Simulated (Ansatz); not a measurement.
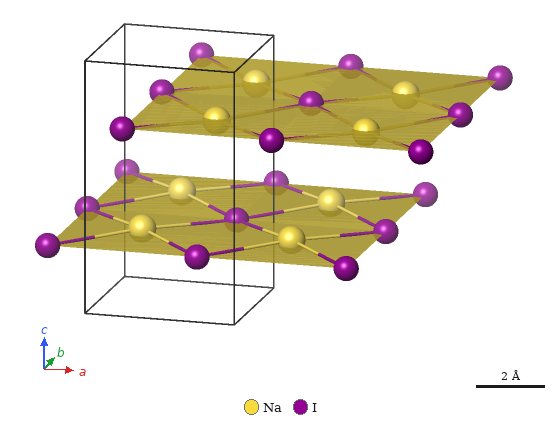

This is a symmetric starting cell of NaI. A polyhedral model of the cell of the calculation, repeated 2 × 2 × 1 with one cell outlined, seen slightly off an axis.

These are results of DFT PBEsol, scalar-relativistic, plane waves, PAW in Ansatz 0.2.0, not measurements. Set-up: plane-wave cutoff 420 eV; k-point mesh 6 × 6 × 4; occupations gaussian; smearing width 0.02 eV; no spin polarisation.

Change: The cell is strained by +3.8 % along a, +1.3 % along b, +0.3 % along c (volume +5.3 %) and atoms are displaced by up to 0.08 Å (root mean square over those that move 0.06 Å) relative to the cell. No relaxation follows. The starting cell wasn't computed here and needn't be at equilibrium, so pressure and forces aren't due to the change alone.

### Predict the response.

The pressure is −1.3 GPa (not all of it need come from the change, since the unchanged cell can be under pressure at this level too). The principal stresses (compression positive) are −0.7 GPa along c, −1.5 GPa along b, −1.8 GPa along a. The largest forces, 0.14 eV/Å, act on 2 I atoms of the calculation's cell. The forces point straight back along the displacements (cosine −0.99). Some distances before and after: I–Na 3.149 → 3.238 Å. The space group stays Pmma (No. 51).

Drawn alike, the variant:

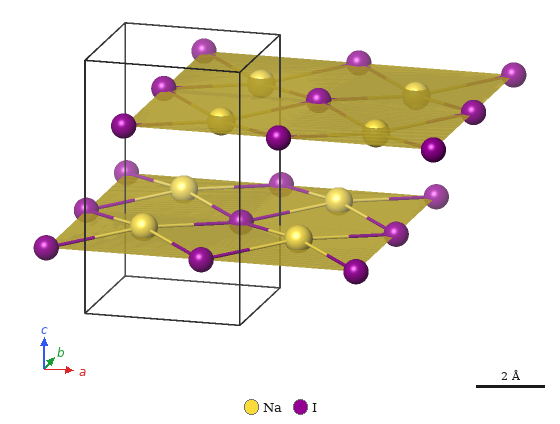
